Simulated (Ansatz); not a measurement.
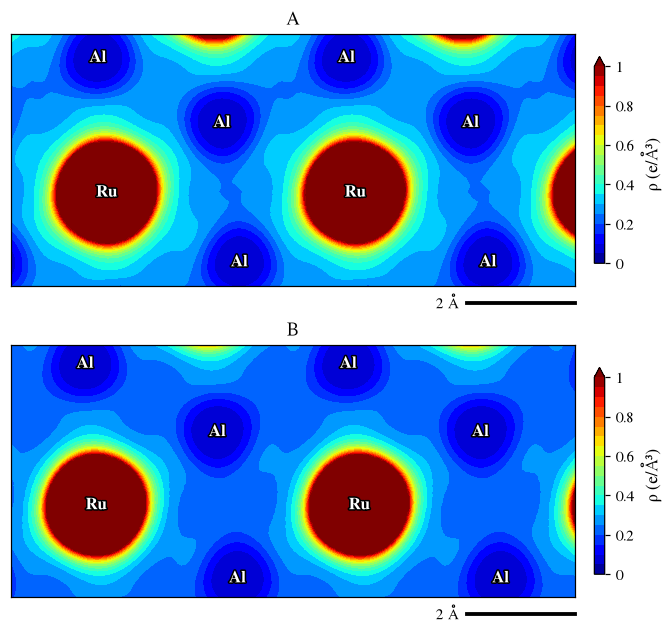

Al2Ru. The valence charge density (pseudo) of two cells that differ in size and shape, on the (11̄0) plane of each (indices in the axes of the calculation cell), at one length scale and on one colour scale; one has 12.5 and the other 14.5 Å³ an atom.

Level of theory: DFT PBEsol, scalar-relativistic, plane waves, PAW (Ansatz 0.2.0).

The larger cell:

```
Al Ru
1.0
    -1.58409    1.58409    4.33790
     1.58409   -1.58409    4.33790
     1.58409    1.58409   -4.33790
Al Ru
2 1
Direct
  0.65908 0.65908 0.00000
  0.34092 0.34092 0.00000
  0.00000 0.00000 0.00000
```

The smaller cell: a = 4.612 Å, b = 4.612 Å, c = 4.612 Å, α = 141.68°, β = 141.68°, γ = 55.32°.

Q: Which is the denser cell? Describe the effect of the change.

A: Panel A is the smaller cell, by 14 % in volume. From the larger cell to the smaller, Al–Ru goes from 2.63 to 2.50 Å, and the density at its midpoint from 0.35 to 0.42 e/Å³; Al–Al goes from 2.76 to 2.60 Å, and the density at its midpoint from 0.22 to 0.27 e/Å³; the pressure goes from −10 to 20 GPa.
